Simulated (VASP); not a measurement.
## From one sheet to two: 2H-MoS2 monolayer

Aim: relax 2H-MoS2 monolayer, place its levels against the vacuum, then find how two sheets stack and bind.

Method: r2SCAN with rVV10, no spin polarisation; plane waves and PAW (Mo, S), in the first sound run; inputs show where later runs differ, in VASP 6.6.1.

## (1) Starting point

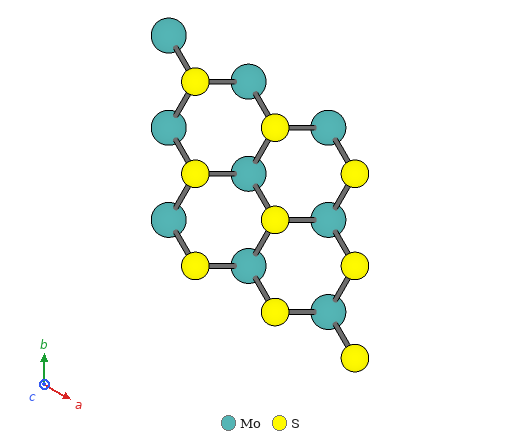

The cell as given, from above (molybdenum teal, sulfur yellow). 3×3×1 cells are drawn.

The cell holds 3 atoms: 1 Mo and 2 S. Its edges and angles: a = 3.180 Å, b = 3.180 Å, c = 22.000 Å, α = 90.0°, β = 90.0°, γ = 120.0°. Vacuum lies along c.

As a file:

```xyz
3
Lattice="3.1800 0.0000 0.0000 -1.5900 2.7540 0.0000 0.0000 0.0000 22.0000" Properties=species:S:1:pos:R:3
Mo    0.0000    1.8360   11.0000
S     1.5900    0.9180    9.4350
S     1.5900    0.9180   12.5650
```

## (2) Relaxing the monolayer

The sheet's cell relaxes in its plane with the atoms, while the vacuum is kept.

File INCAR:

```
SYSTEM = MoS2
PREC = Normal
ENCUT = 350
EDIFF = 1E-06
NELM = 120
ISMEAR = 0
SIGMA = 0.03
LREAL = .FALSE.
ALGO = Normal
METAGGA = R2SCAN
LUSE_VDW = .TRUE.
IVDW_NL = 2
BPARAM = 11.95
CPARAM = 0.0093
LASPH = .TRUE.
NBANDS = 15
LORBIT = 11
LWAVE = .FALSE.
LCHARG = .FALSE.
KPAR = 4
IBRION = 2
NSW = 50
ISIF = 3
EDIFFG = -0.015
POTIM = 0.4
IDIPOL = 3
LDIPOL = .TRUE.
DIPOL = 0.5 0.5 0.5
LATTICE_CONSTRAINTS = .TRUE. .TRUE. .FALSE.
```

File POSCAR:

```
MoS2
1.0
    3.1800000000      0.0000000000      0.0000000000
   -1.5900000000      2.7539607840      0.0000000000
    0.0000000000      0.0000000000     22.0000000000
Mo S
1 2
Direct
    0.3333333333      0.6666666667      0.5000000000
    0.6666666667      0.3333333333      0.4288636364
    0.6666666667      0.3333333333      0.5711363636
```

File KPOINTS:

```
Automatic mesh
0
Gamma
12 12 1
0 0 0
```

PAW data sets: Mo and S (PBE family, release 64).

On the command line:

```bash
mpirun -np 4 vasp_std
```

What it wrote:

```text
[banner, memory and clock lines left out]
running    4 mpi-ranks, on    1 nodes
 distrk:  each k-point on    1 cores,    4 groups
 distr:  one band on    1 cores,    1 groups

 POSCAR found type information on POSCAR MoS
 POSCAR found :  2 types and       3 ions
|                                                                             |
|               ----> ADVICE to this user running VASP <----                  |
|                                                                             |
|     You have switched on vdW-DFT.                                           |
|     This routine was written and supplied by Jiri Klimes. We recommend      |
|     that you carefully read and cite the following publications:            |
|       J. Klimes, D.R. Bowler, A. Michelides                                 |
|          J. Phys.: Cond Matt. 22 022201 (2010)                              |
|       J. Klimes, D.R. Bowler, A. Michelides                                 |
|          Phys. Rev. B. 83, 195131 (2011)                                    |
|     and references therein.                                                 |
|                                                                             |

|                                                                             |
|               ----> ADVICE to this user running VASP <----                  |
|                                                                             |
|     You enforced a specific xc type in the INCAR file but a different       |
|     [... a line on the potential file left out ...]
|     I HOPE YOU KNOW WHAT YOU ARE DOING!                                     |
|                                                                             |

 LDA part: xc-table for (None), standard interpolation
 POSCAR, INCAR and KPOINTS ok, starting setup
 FFT: planning ... GRIDC
 FFT: planning ... GRID_SOFT
 FFT: planning ... GRID
 WAVECAR not read
 entering main loop
       N       E                     dE             d eps       ncg     rms          rms(c)
Total rVV10 correction in eV:      0.5481446    24.2361254
Total rVV10 correction in eV:      0.5481446    24.2361254
Total rVV10 correction in eV:      0.5481446    24.2361254
Total rVV10 correction in eV:      0.5481446    24.2361254
DAV:   1     0.835965471536E+02    0.83597E+02   -0.52195E+03   578   0.651E+02
DAV:   2    -0.374510823476E+02   -0.12105E+03   -0.11449E+03   885   0.162E+02
DAV:   3    -0.487096231024E+02   -0.11259E+02   -0.11119E+02   822   0.600E+01
DAV:   4    -0.489065670775E+02   -0.19694E+00   -0.19655E+00   647   0.957E+00
DAV:   5    -0.489119730464E+02   -0.54060E-02   -0.54053E-02   787   0.152E+00    0.258E+01
Total rVV10 correction in eV:      0.5482965    24.2372667
Total rVV10 correction in eV:      0.5482965    24.2372667
Total rVV10 correction in eV:      0.5482965    24.2372667
Total rVV10 correction in eV:      0.5482965    24.2372667
DAV:   6    -0.447977496863E+02    0.41142E+01   -0.68643E+00   710   0.201E+01    0.104E+01
Total rVV10 correction in eV:      0.5427090    24.2385955
Total rVV10 correction in eV:      0.5427090    24.2385955
Total rVV10 correction in eV:      0.5427090    24.2385955
Total rVV10 correction in eV:      0.5427090    24.2385955
DAV:   7    -0.445693589201E+02    0.22839E+00   -0.26593E+00   731   0.159E+01    0.779E+00
Total rVV10 correction in eV:      0.5441919    24.2380749
Total rVV10 correction in eV:      0.5441919    24.2380749
Total rVV10 correction in eV:      0.5441919    24.2380749
Total rVV10 correction in eV:      0.5441919    24.2380749
DAV:   8    -0.443796611624E+02    0.18970E+00   -0.36036E-01   717   0.563E+00    0.979E-01
Total rVV10 correction in eV:      0.5456023    24.2381384
Total rVV10 correction in eV:      0.5456023    24.2381384
Total rVV10 correction in eV:      0.5456023    24.2381384
Total rVV10 correction in eV:      0.5456023    24.2381384
DAV:   9    -0.443911608678E+02   -0.11500E-01   -0.44565E-02   752   0.158E+00    0.316E-01
Total rVV10 correction in eV:      0.5469335    24.2381017
Total rVV10 correction in eV:      0.5469335    24.2381017
Total rVV10 correction in eV:      0.5469335    24.2381017
Total rVV10 correction in eV:      0.5469335    24.2381017
DAV:  10    -0.443906743851E+02    0.48648E-03   -0.24952E-03   710   0.402E-01    0.972E-02
Total rVV10 correction in eV:      0.5478408    24.2379637
Total rVV10 correction in eV:      0.5478408    24.2379637
Total rVV10 correction in eV:      0.5478408    24.2379637
Total rVV10 correction in eV:      0.5478408    24.2379637
DAV:  11    -0.443912450782E+02   -0.57069E-03   -0.68188E-04   710   0.192E-01    0.580E-02
Total rVV10 correction in eV:      0.5484587    24.2377946
Total rVV10 correction in eV:      0.5484587    24.2377946
Total rVV10 correction in eV:      0.5484587    24.2377946
Total rVV10 correction in eV:      0.5484587    24.2377946
DAV:  12    -0.443916784633E+02   -0.43339E-03   -0.20334E-04   696   0.912E-02    0.545E-02
Total rVV10 correction in eV:      0.5496550    24.2373368
Total rVV10 correction in eV:      0.5496550    24.2373368
Total rVV10 correction in eV:      0.5496550    24.2373368
Total rVV10 correction in eV:      0.5496550    24.2373368
DAV:  13    -0.443924380002E+02   -0.75954E-03   -0.62965E-04   647   0.145E-01    0.221E-02
Total rVV10 correction in eV:      0.5499516    24.2371473
Total rVV10 correction in eV:      0.5499516    24.2371473
Total rVV10 correction in eV:      0.5499516    24.2371473
Total rVV10 correction in eV:      0.5499516    24.2371473
DAV:  14    -0.443925913799E+02   -0.15338E-03   -0.27702E-05   661   0.357E-02    0.229E-02
Total rVV10 correction in eV:      0.5504317    24.2366911
Total rVV10 correction in eV:      0.5504317    24.2366911
Total rVV10 correction in eV:      0.5504317    24.2366911
Total rVV10 correction in eV:      0.5504317    24.2366911
DAV:  15    -0.443929337506E+02   -0.34237E-03   -0.73926E-05   640   0.555E-02    0.202E-02
Total rVV10 correction in eV:      0.5506991    24.2364779
Total rVV10 correction in eV:      0.5506991    24.2364779
Total rVV10 correction in eV:      0.5506991    24.2364779
Total rVV10 correction in eV:      0.5506991    24.2364779
DAV:  16    -0.443931261266E+02   -0.19238E-03   -0.37767E-05   682   0.367E-02    0.966E-03
Total rVV10 correction in eV:      0.5507980    24.2362803
Total rVV10 correction in eV:      0.5507980    24.2362803
Total rVV10 correction in eV:      0.5507980    24.2362803
Total rVV10 correction in eV:      0.5507980    24.2362803
DAV:  17    -0.443932838629E+02   -0.15774E-03   -0.42505E-05   675   0.349E-02    0.751E-03
Total rVV10 correction in eV:      0.5508071    24.2361795
[...]
Total rVV10 correction in eV:      0.5507929    24.2361186
Total rVV10 correction in eV:      0.5507929    24.2361186
Total rVV10 correction in eV:      0.5507929    24.2361186
DAV:  21    -0.443933852094E+02   -0.17107E-05   -0.99429E-08   593   0.301E-03    0.251E-04
Total rVV10 correction in eV:      0.5507919    24.2361192
Total rVV10 correction in eV:      0.5507919    24.2361192
Total rVV10 correction in eV:      0.5507919    24.2361192
Total rVV10 correction in eV:      0.5507919    24.2361192
DAV:  22    -0.443933853405E+02   -0.13105E-06   -0.13828E-07   502   0.363E-03
Total rVV10 correction in eV:      0.5507906    24.2361212
Total rVV10 correction in eV:      0.5507906    24.2361212
Total rVV10 correction in eV:      0.5507906    24.2361212
Total rVV10 correction in eV:      0.5507906    24.2361212
Total rVV10 correction in eV:      0.5507914    24.2361201
Total rVV10 correction in eV:      0.5507914    24.2361201
Total rVV10 correction in eV:      0.5507914    24.2361201
Total rVV10 correction in eV:      0.5507914    24.2361201
   1 F= -.44393385E+02 E0= -.44393385E+02  d E =-.443934E+02
 curvature:   0.00 expect dE= 0.000E+00 dE for cont linesearch  0.000E+00
 trial: gam= 0.00000 g(F)=  0.206E-02 g(S)=  0.383E-02 ort = 0.000E+00 (trialstep = 0.100E+01)
 search vector abs. value=  0.588E-02
 bond charge predicted
       N       E                     dE             d eps       ncg     rms          rms(c)
Total rVV10 correction in eV:      0.5501169    24.2361218
Total rVV10 correction in eV:      0.5501169    24.2361218
Total rVV10 correction in eV:      0.5501169    24.2361218
Total rVV10 correction in eV:      0.5501169    24.2361218
DAV:   1    -0.443965765985E+02   -0.31914E-02   -0.28041E-01   570   0.330E+00    0.822E-01
Total rVV10 correction in eV:      0.5489623    24.2362355
Total rVV10 correction in eV:      0.5489623    24.2362355
Total rVV10 correction in eV:      0.5489623    24.2362355
Total rVV10 correction in eV:      0.5489623    24.2362355
DAV:   2    -0.443951214427E+02    0.14552E-02   -0.16520E-02   710   0.105E+00    0.688E-01
Total rVV10 correction in eV:      0.5484806    24.2361467
Total rVV10 correction in eV:      0.5484806    24.2361467
Total rVV10 correction in eV:      0.5484806    24.2361467
Total rVV10 correction in eV:      0.5484806    24.2361467
DAV:   3    -0.443943962973E+02    0.72515E-03   -0.27901E-03   682   0.478E-01    0.208E-01
Total rVV10 correction in eV:      0.5479721    24.2361688
Total rVV10 correction in eV:      0.5479721    24.2361688
Total rVV10 correction in eV:      0.5479721    24.2361688
Total rVV10 correction in eV:      0.5479721    24.2361688
DAV:   4    -0.443941279250E+02    0.26837E-03   -0.10311E-03   612   0.258E-01    0.756E-02
Total rVV10 correction in eV:      0.5479818    24.2361640
Total rVV10 correction in eV:      0.5479818    24.2361640
Total rVV10 correction in eV:      0.5479818    24.2361640
Total rVV10 correction in eV:      0.5479818    24.2361640
DAV:   5    -0.443941504982E+02   -0.22573E-04   -0.13576E-04   640   0.930E-02    0.578E-02
Total rVV10 correction in eV:      0.5479962    24.2361599
Total rVV10 correction in eV:      0.5479962    24.2361599
Total rVV10 correction in eV:      0.5479962    24.2361599
Total rVV10 correction in eV:      0.5479962    24.2361599
DAV:   6    -0.443941564015E+02   -0.59033E-05   -0.77238E-06   767   0.228E-02    0.330E-02
Total rVV10 correction in eV:      0.5479851    24.2361549
Total rVV10 correction in eV:      0.5479851    24.2361549
Total rVV10 correction in eV:      0.5479851    24.2361549
Total rVV10 correction in eV:      0.5479851    24.2361549
DAV:   7    -0.443941687770E+02   -0.12375E-04   -0.44644E-06   703   0.170E-02    0.128E-02
Total rVV10 correction in eV:      0.5479851    24.2361513
Total rVV10 correction in eV:      0.5479851    24.2361513
Total rVV10 correction in eV:      0.5479851    24.2361513
Total rVV10 correction in eV:      0.5479851    24.2361513
DAV:   8    -0.443941679028E+02    0.87412E-06   -0.27659E-07   502   0.493E-03
Total rVV10 correction in eV:      0.5479938    24.2361209
Total rVV10 correction in eV:      0.5479938    24.2361209
Total rVV10 correction in eV:      0.5479938    24.2361209
Total rVV10 correction in eV:      0.5479938    24.2361209
Total rVV10 correction in eV:      0.5479881    24.2361423
Total rVV10 correction in eV:      0.5479881    24.2361423
Total rVV10 correction in eV:      0.5479881    24.2361423
Total rVV10 correction in eV:      0.5479881    24.2361423
   2 F= -.44394168E+02 E0= -.44394168E+02  d E =-.782562E-03
[...]
3 F= -.44395105E+02 E0= -.44395105E+02  d E =-.171993E-02
[...]
4 F= -.44395106E+02 E0= -.44395106E+02  d E =-.172087E-02
[...]
5 F= -.44395183E+02 E0= -.44395183E+02  d E =-.763612E-04
 trial-energy change:   -0.000076  1 .order   -0.000081   -0.000104   -0.000059
 step:   2.1233(harm=  2.1233)  dis= 0.00278  next Energy=   -44.395227 (dE=-0.121E-03)
 bond charge predicted
       N       E                     dE             d eps       ncg     rms          rms(c)
Total rVV10 correction in eV:      0.5495365    24.2361216
Total rVV10 correction in eV:      0.5495365    24.2361216
Total rVV10 correction in eV:      0.5495365    24.2361216
Total rVV10 correction in eV:      0.5495365    24.2361216
DAV:   1    -0.443952044514E+02   -0.21535E-04   -0.64413E-03   605   0.470E-01    0.498E-02
Total rVV10 correction in eV:      0.5496644    24.2361272
Total rVV10 correction in eV:      0.5496644    24.2361272
Total rVV10 correction in eV:      0.5496644    24.2361272
Total rVV10 correction in eV:      0.5496644    24.2361272
DAV:   2    -0.443952177114E+02   -0.13260E-04   -0.31823E-04   640   0.123E-01    0.276E-02
Total rVV10 correction in eV:      0.5496978    24.2361242
Total rVV10 correction in eV:      0.5496978    24.2361242
Total rVV10 correction in eV:      0.5496978    24.2361242
Total rVV10 correction in eV:      0.5496978    24.2361242
DAV:   3    -0.443952038773E+02    0.13834E-04   -0.15725E-05   619   0.344E-02    0.231E-02
Total rVV10 correction in eV:      0.5497195    24.2361230
Total rVV10 correction in eV:      0.5497195    24.2361230
Total rVV10 correction in eV:      0.5497195    24.2361230
Total rVV10 correction in eV:      0.5497195    24.2361230
DAV:   4    -0.443951988869E+02    0.49904E-05   -0.28084E-06   584   0.121E-02    0.118E-02
Total rVV10 correction in eV:      0.5497492    24.2361231
Total rVV10 correction in eV:      0.5497492    24.2361231
Total rVV10 correction in eV:      0.5497492    24.2361231
Total rVV10 correction in eV:      0.5497492    24.2361231
DAV:   5    -0.443951954147E+02    0.34722E-05   -0.64694E-06   584   0.190E-02    0.946E-03
Total rVV10 correction in eV:      0.5497539    24.2361237
Total rVV10 correction in eV:      0.5497539    24.2361237
Total rVV10 correction in eV:      0.5497539    24.2361237
Total rVV10 correction in eV:      0.5497539    24.2361237
DAV:   6    -0.443951938417E+02    0.15731E-05   -0.68200E-07   488   0.751E-03    0.376E-03
Total rVV10 correction in eV:      0.5497537    24.2361244
Total rVV10 correction in eV:      0.5497537    24.2361244
Total rVV10 correction in eV:      0.5497537    24.2361244
Total rVV10 correction in eV:      0.5497537    24.2361244
DAV:   7    -0.443951929760E+02    0.86565E-06   -0.25211E-07   432   0.398E-03
Total rVV10 correction in eV:      0.5497455    24.2361211
Total rVV10 correction in eV:      0.5497455    24.2361211
Total rVV10 correction in eV:      0.5497455    24.2361211
Total rVV10 correction in eV:      0.5497455    24.2361211
Total rVV10 correction in eV:      0.5497507    24.2361245
Total rVV10 correction in eV:      0.5497507    24.2361245
Total rVV10 correction in eV:      0.5497507    24.2361245
Total rVV10 correction in eV:      0.5497507    24.2361245
   6 F= -.44395193E+02 E0= -.44395193E+02  d E =-.867626E-04
 curvature:  -1.07 expect dE=-0.818E-05 dE for cont linesearch -0.704E-05
 trial: gam= 0.00000 g(F)=  0.312E-05 g(S)=  0.450E-05 ort =-0.275E-04 (trialstep = 0.116E+01)
 search vector abs. value=  0.762E-05
 reached required accuracy - stopping structural energy minimisation
```

Run time: 3.6 min. Hardware: 4 MPI ranks of AMD EPYC 7R43, shared host; peak memory 1.1 GiB; 14 min of CPU time.

The logs omit lines about the potential files and the build; timing stands in the text.

(Part 1 of 9 ends here.)

[Lines on the potential files, build, host, timing and source positions are cut from VASP's logs without a mark.]

[Logs are printed without paths, hosts, clocks, repeated set-up lines and the standing remarks that a program may print on its own settings, such as how far it seeks lower states.]

[Hosts, paths, dates, database ids (printed as entryN), source tags and the programs' standing remarks are cut or masked in the printed files.]

[Runs that stopped without an error message from VASP are left out.]
